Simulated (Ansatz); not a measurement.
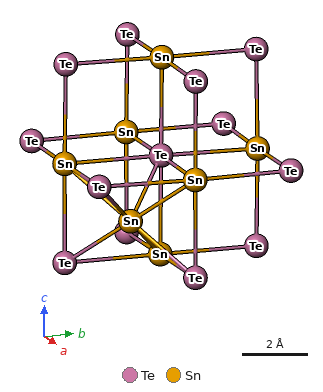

Starting structure of a defect cell of composition Te$_{32}$Sn$_{33}$. Style: ball-and-stick. Shown: the atoms within 5.0 Å of the atom that moves most (axes of the cell of the calculation (origin shifted)), slightly off an axis.

The atoms of the start lie slightly off their symmetric places, so part of the fall in energy undoes that.

All numbers below come from Ansatz 0.2.0, DFT, PBEsol, PAW, plane waves.

Set-up: plane-wave cutoff 420 eV; k-point mesh 1 × 1 × 1; mesh shifted by (0.25, 0.25, 0.25); collinear spin; atoms relaxed in a fixed cell; force threshold 0.03 eV/Å; at most 80 steps.

```
CELL_PARAMETERS angstrom
12.56900 0.00000 0.00000
0.00000 12.56900 0.00000
0.00000 0.00000 12.56900
ATOMIC_POSITIONS crystal
Te 0.24858 0.99978 0.00044
Te 0.25115 0.00084 0.50305
Te 0.25073 0.49987 0.99916
Te 0.25056 0.49905 0.50119
Te 0.74984 0.99982 0.99846
Te 0.75043 0.99797 0.49932
Te 0.75038 0.49895 0.99935
Te 0.74934 0.49886 0.49916
Te 0.99850 0.25167 0.00322
Te 0.99956 0.25027 0.49929
Te 0.99887 0.74909 0.00132
Te 0.99936 0.75156 0.50130
Te 0.49956 0.24820 0.00055
Te 0.50108 0.24892 0.50170
Te 0.50227 0.74958 0.00188
Te 0.50171 0.74957 0.50122
Te 0.00242 0.00188 0.24999
Te 0.99894 0.00130 0.75074
Te 0.99935 0.49801 0.24728
Te 0.00055 0.49981 0.74893
Te 0.49998 0.99931 0.25057
Te 0.49898 0.99871 0.75181
Te 0.50068 0.50031 0.25004
Te 0.49981 0.50159 0.74766
Te 0.24945 0.24801 0.24949
Te 0.24996 0.25062 0.75312
Te 0.24851 0.74883 0.25058
Te 0.24998 0.74764 0.75012
Te 0.74887 0.24991 0.25139
Te 0.74911 0.24883 0.75143
Te 0.75062 0.74804 0.24958
Te 0.75212 0.75106 0.74896
Sn 0.00133 0.00358 0.99932
Sn 0.00229 0.00105 0.49751
Sn 0.99871 0.50036 0.00080
Sn 0.99856 0.49727 0.50119
Sn 0.49946 0.00144 0.99891
Sn 0.49867 0.00142 0.49770
Sn 0.49841 0.50258 0.99820
Sn 0.49943 0.50033 0.49780
Sn 0.24982 0.25152 0.99724
Sn 0.24901 0.24784 0.50062
Sn 0.25013 0.75186 0.99943
Sn 0.25165 0.75057 0.49798
Sn 0.75255 0.25314 0.00105
Sn 0.74791 0.25082 0.50049
Sn 0.75024 0.75118 0.99994
Sn 0.74986 0.74999 0.49762
Sn 0.24877 0.99871 0.24730
Sn 0.25212 0.00050 0.75071
Sn 0.25042 0.49714 0.25095
Sn 0.24973 0.50148 0.74995
Sn 0.75396 0.99908 0.24959
Sn 0.74832 0.00054 0.74688
Sn 0.74937 0.50047 0.24967
Sn 0.74926 0.50161 0.75146
Sn 0.99996 0.25104 0.25283
Sn 0.99781 0.25199 0.74847
Sn 0.99997 0.75083 0.25062
Sn 0.99929 0.75031 0.75111
Sn 0.49903 0.24838 0.24855
Sn 0.50066 0.24840 0.74967
Sn 0.50226 0.74988 0.24955
Sn 0.50025 0.75133 0.75110
Sn 0.37574 0.37515 0.37408
```

> What does the optimiser find from here?

The atom that moves furthest is Te4 (0.36 Å along [−1 1 1]). By element the largest moves are Te 0.36 Å, Sn 0.34 Å. The cell doesn't change. Near-neighbour distances that change, for instance: Te23–Sn40 3.114 → 3.502 Å, Te23–Sn51 3.146 → 3.527 Å, Te4–Sn40 3.128 → 3.502 Å, Te4–Sn42 3.158 → 3.527 Å. Bond angles that change, for instance: Sn44–Te4–Sn52 90.2° → 98.4°, Sn36–Te4–Sn52 89.8° → 95.4°, Sn52–Te4–Sn65 126.3° → 121.0°. Over 13 geometry steps the energy falls by 2.846 eV per cell of the calculation. Largest force component: 1.7 eV/Å at the start, 0.0076 eV/Å at the end.

The end point in the same view:

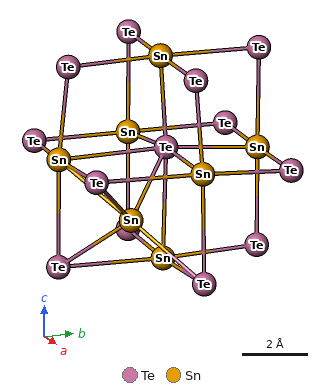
